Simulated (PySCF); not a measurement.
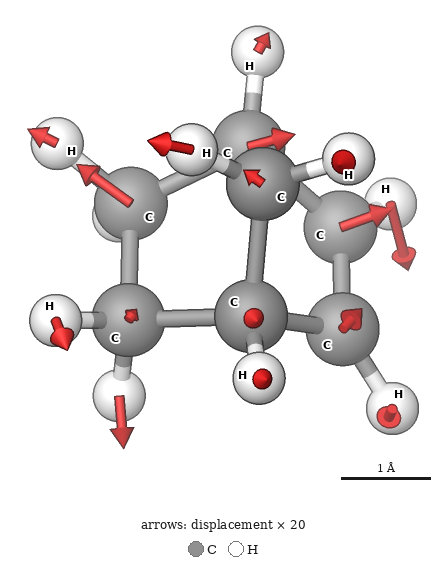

A relaxation of C7H10. The starting structure is drawn; red arrows show the displacements, magnified 20 times. The two geometries are superimposed by the best rigid fit.

A ball-and-stick model, seen at a tilt.

The start comes from GFN2-xTB. Its atoms were then displaced at random by about 0.01 Å.

Computed with PySCF 2.14.0, density-fitted response routines, PBE0-D3(BJ)/def2-SVP geometry optimisation, gas phase. 

**Describe the change and its energy.**

Over 4 geometry steps the energy falls by 0.117 eV. An H atom moves most after the best rigid fit: 0.049 Å. Largest moves by element: H 0.049 Å, C 0.039 Å. Among the contacts that change: C–C 1.508 → 1.556 Å, C–H 1.072 → 1.099 Å, C–C 1.491 → 1.514 Å, C–H 1.118 → 1.101 Å. Among the angles between lasting bonds that change: C–C–H 116.9° → 114.4°, C–C–C 105.3° → 102.9°. Cost: 66 s on 1 thread of Arm Neoverse N1, with other jobs on the host.
